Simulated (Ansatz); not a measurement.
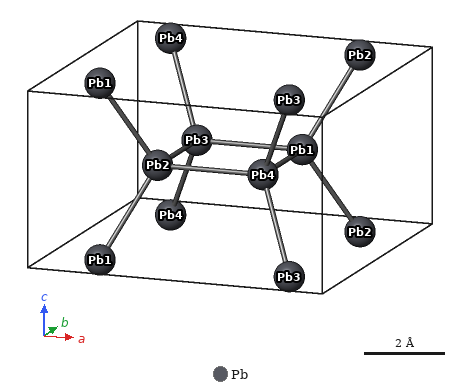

Reference structure: a symmetric starting cell of Pb (made from another compound by putting Pb in place of Si). The picture is a ball-and-stick view of the conventional cell (2 times the calculation's cell), seen slightly off an axis. Lengths and directions refer to the drawn axes.

Theory: DFT PBE, scalar-relativistic, plane waves, PAW (Ansatz). Settings: plane-wave cutoff 420 eV; k-point mesh 12 × 12 × 12; occupations gaussian; smearing width 0.1 eV; no spin polarisation.

The variant: All lengths are scaled by −3.6 % (volume −10.4 %), the atoms keeping their fractional coordinates. No relaxation follows. The starting cell wasn't computed here and needn't be at equilibrium, so pressure and forces aren't due to the change alone.

### What is the effect?

The pressure is 21.4 GPa (not all of it need come from the change, since the unchanged cell can be under pressure at this level too). The principal stresses (compression positive) are 22.7 GPa along c and 20.8 GPa across it. The largest forces, 0.29 eV/Å, act on Pb1, Pb2, Pb3 and Pb4; on Pb3 it points along [−1 1 0]. Near-neighbour distances before and after: Pb–Pb 2.828 → 2.727 Å, Pb–Pb 2.786 → 2.686 Å. The space group stays I4/mmm (No. 139).

Drawn alike, the variant:

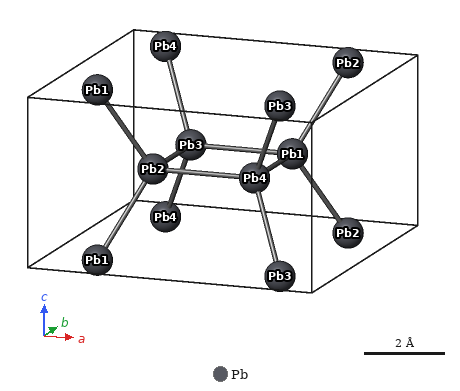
